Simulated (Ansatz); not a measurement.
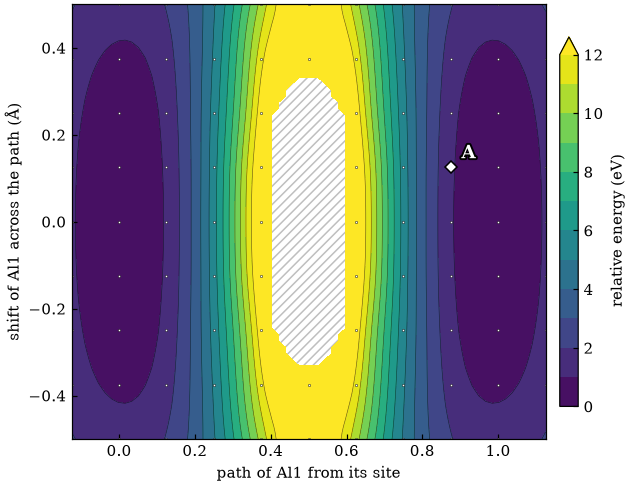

AlP (F-43m phase) with one Al vacancy (15 atoms in the cell, cell charge −3). An atom moved over a plane that holds its own site and a neighbouring vacancy (x, y and z along the cube axes). Coordinates scanned: (1) path of Al1 from its site (0) to the vacancy (1), 3.894 Å; (2) shift of Al1 across the path, along the Cartesian direction [1 0 −1]. Nothing is relaxed (all other atoms held at the sites of the perfect crystal). Grid: 11 × 9 points; 22 points were computed and 72 follow by symmetry. At 5 points there is no value (left out of the scan, as a rule where atoms come close). Points are written as (first, second). Energies are in eV per cell, from the lowest grid point. The band gap closes in part of the range. The cell is charged on a uniform background, without a charge correction. Computed with DFT PBE, scalar-relativistic, plane waves, PAW in Ansatz. Settings: cutoff 420 eV, k-mesh 4×4×4, gaussian smearing 0.05 eV, no spin polarisation.

In the figure: filled contours, dots at the grid points, one colour for all values above the top of the scale, hatched blanks where no value was computed, the point A. Between grid points the surface is interpolated.

Is A at rest? If not, where is it pushed?

Answer. A, at (0.875, 0.125 Å), is not a stationary point. The computed force is 20 eV for each unit of the axis towards larger values of the first coordinate and 0.82 eV for each Å towards smaller values of the second coordinate.

PAW datasets: the set soft_1.
